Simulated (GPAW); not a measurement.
System: CsPbCl₃, space group Pm-3m (No. 221).

Structure:
```xyz
5
Lattice="5.6050 0.0000 0.0000 0.0000 5.6050 0.0000 0.0000 0.0000 5.6050" Properties=species:S:1:pos:R:3 pbc="T T T"
Pb    2.8025    2.8025    2.8025
Cs    0.0000    0.0000    0.0000
Cl    2.8025    0.0000    2.8025
Cl    0.0000    2.8025    2.8025
Cl    2.8025    2.8025    0.0000
```

Computed with GPAW 26.7.0: PAW DFT in plane waves, on a grid or in atomic orbitals, no spin polarisation; energies at scaled volumes of the given cell, shape and fractions fixed, counted from the fit's minimum, third-order Birch-Murnaghan fit. Level: r2SCAN.

| setting | value |
| --- | --- |
| k mesh | 4×4×4 |
| occupations | Fermi–Dirac |
| smearing width | 0.05 eV |
| potentials | GPAW PAW data sets (gpaw data 1.2.1) |
| wave cutoff | 600 eV |
| program settings | basis pw |

Predict the energy and pressure against volume. The volume takes the values 33.10, 33.81, 34.51, 35.22, 35.92, 36.63, 37.33 Å³/atom.

A third-order Birch–Murnaghan fit gives V0 = 36.57 Å³/atom, B0 = 25 GPa and B′ = 4.7. The energy is 30.91 meV/atom at volume 33.10 Å³/atom and 1.21 meV/atom at 37.33 Å³/atom; the lowest computed point is at volume 36.63 Å³/atom (−0.01 meV/atom). The pressure falls from 3.06 GPa at volume 33.10 Å³/atom to −0.57 GPa at 37.33 Å³/atom, and changes sign near 36.46 Å³/atom.

```tsv
volume (Å³/atom)	energy (meV/atom)	pressure (GPa)
33.10	30.91	3.06
33.81	18.83	2.28
34.51	10.04	1.58
35.22	4.17	0.95
35.92	0.93	0.39
36.63	-0.01	-0.12
37.33	1.21	-0.57
```

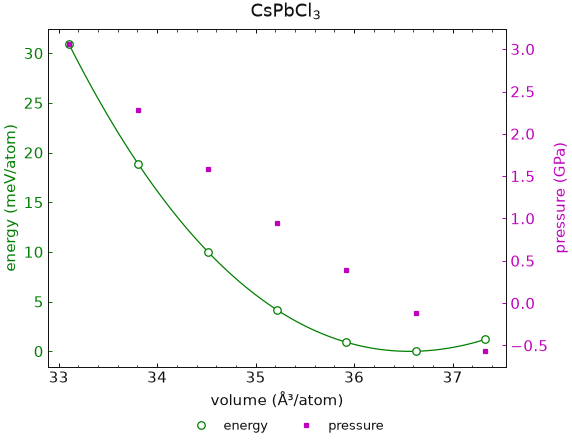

Note: spin-orbit coupling left out, heavy elements.
